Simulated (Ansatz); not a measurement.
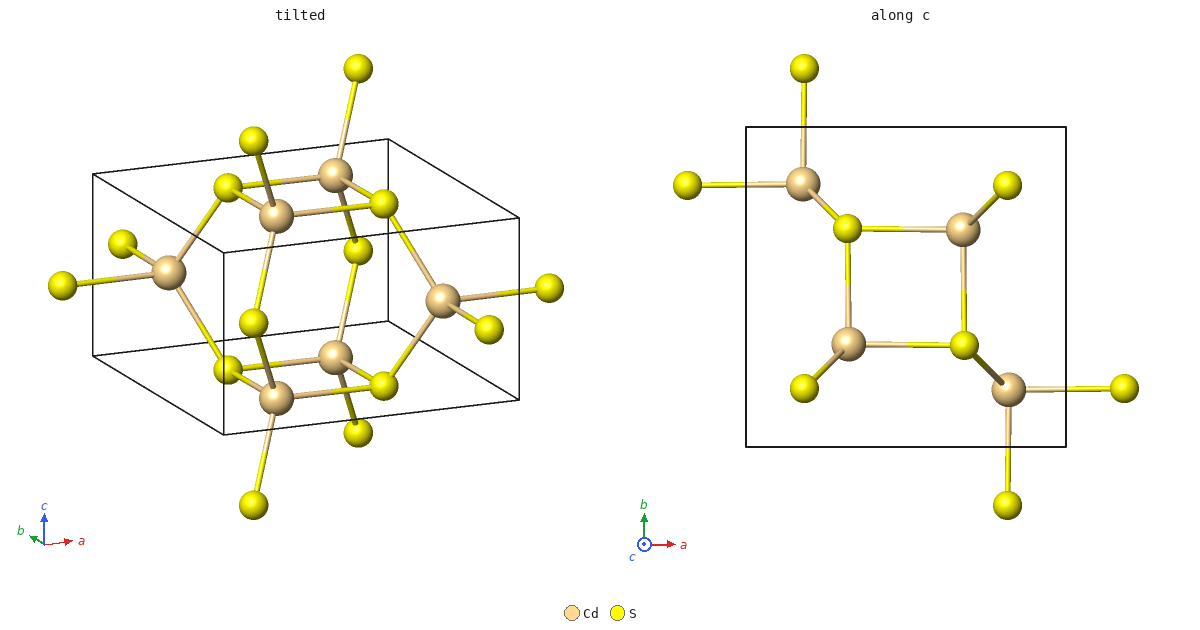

Ball-and-stick drawing of the structure, looking slightly off an axis and along the c axis. The edges of the conventional unit cell are marked. Some atoms of the next cells are drawn as well. Cell: a = 7.21 Å, b = 7.21 Å, c = 4.21 Å, α = 90.00°, β = 90.00°, γ = 90.00°.

Origin of the cell: a structure type filled with these elements by a generator (whether the compound takes this form wasn't checked). Earlier steps of the study may have refined or changed the cell and positions. Ansatz was used for an electronic-structure calculation on it.

### Notes on the structure:

Chemical formula CdS. The structure has P4_2/mnm (No. 136) symmetry and a primitive tetragonal lattice. Cell content 4 Cd, 4 S; Z = 4. Around each Cd lie four S in a distorted tetrahedral arrangement at about 2.5 to 2.6 Å. S sits among four Cd in a distorted tetrahedral arrangement at about 2.5 to 2.6 Å. The bonds build a three-dimensional framework.

Electronic-structure method: Ansatz, DFT PBE, scalar-relativistic, plane waves, PAW. Parameters: 420 eV cutoff, the zone sampled with 4×4×6 points, Gaussian smearing of 0.02 eV, no spin polarisation.

### Predict the gap.

A semiconductor at this level, with a gap of 1.20 eV, direct.

### How are the electrons shared out in a Bader analysis?

Cd +0.87 e; S -0.87 e.

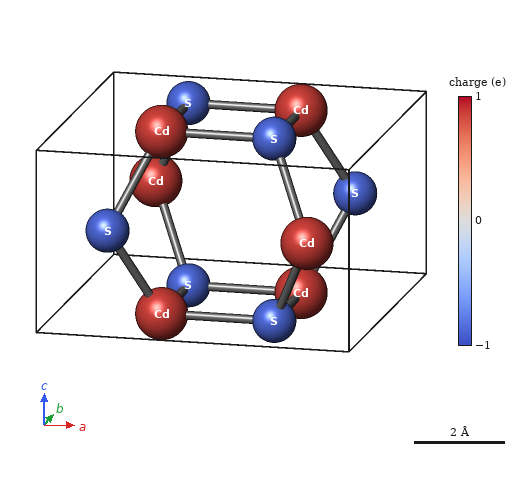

The atoms coloured by those charges. The run's cell of 8 atoms is drawn.

### Can this geometry be taken as optimised?

Yes. All forces vanish to within 0.01 eV/Å. The pressure is 0.0 GPa, close to zero.
